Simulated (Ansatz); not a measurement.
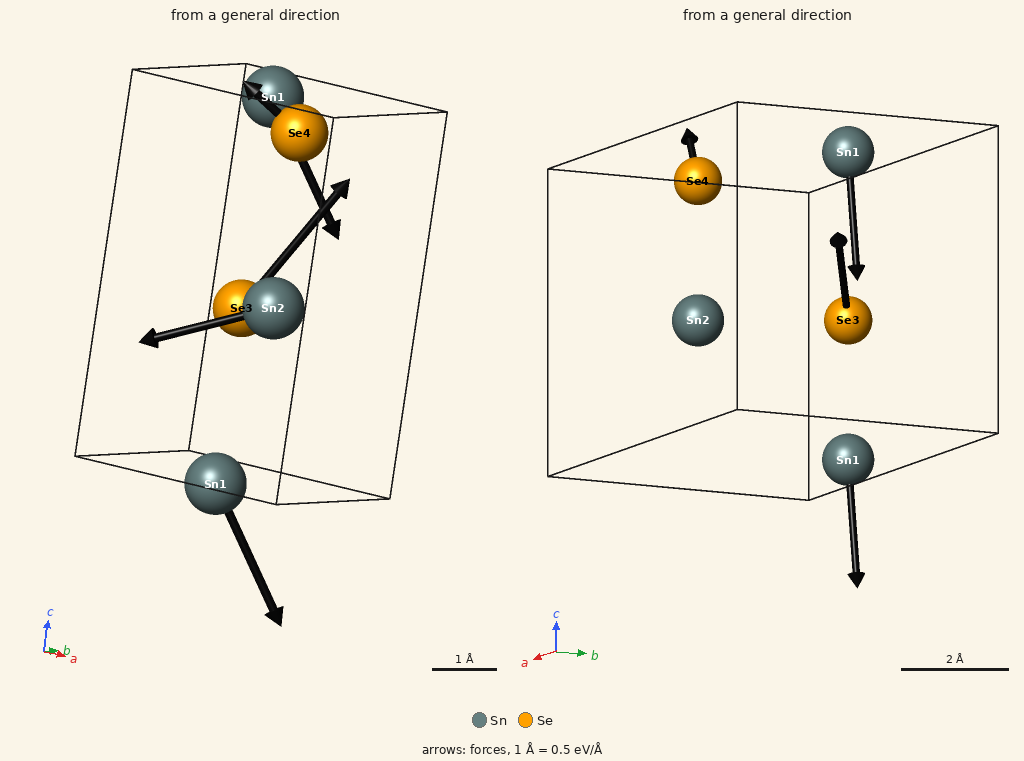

We look at a spheres-only model of the crystal from two general directions. The edges of the simulation cell are marked. The arrows are the computed forces on the atoms.

System: SnSe. All computed values are from Ansatz, DFT, PBE, plane waves, PAW. Settings: a basis cut at 420 eV, a 6×6×2 k-point grid, Fermi-Dirac smearing of 0.15 eV, no spin polarisation.

**Do the forces show a relaxed structure?**

No. The atoms still feel forces of up to about 1.1 eV/Å, far above a usual threshold of 0.01 to 0.03 eV/Å.

**List the mean force on each species.**

Mean magnitudes: about Sn 0.95 eV/Å, Se 0.77 eV/Å.

Starting structure: a structure type filled with these elements by a generator (whether the compound takes this form wasn't checked). Earlier steps of the study, as a rule a relaxation of our own, may have changed the cell and positions, so they can lie some per cent off the listed ones. A calculation with Ansatz used it as input.
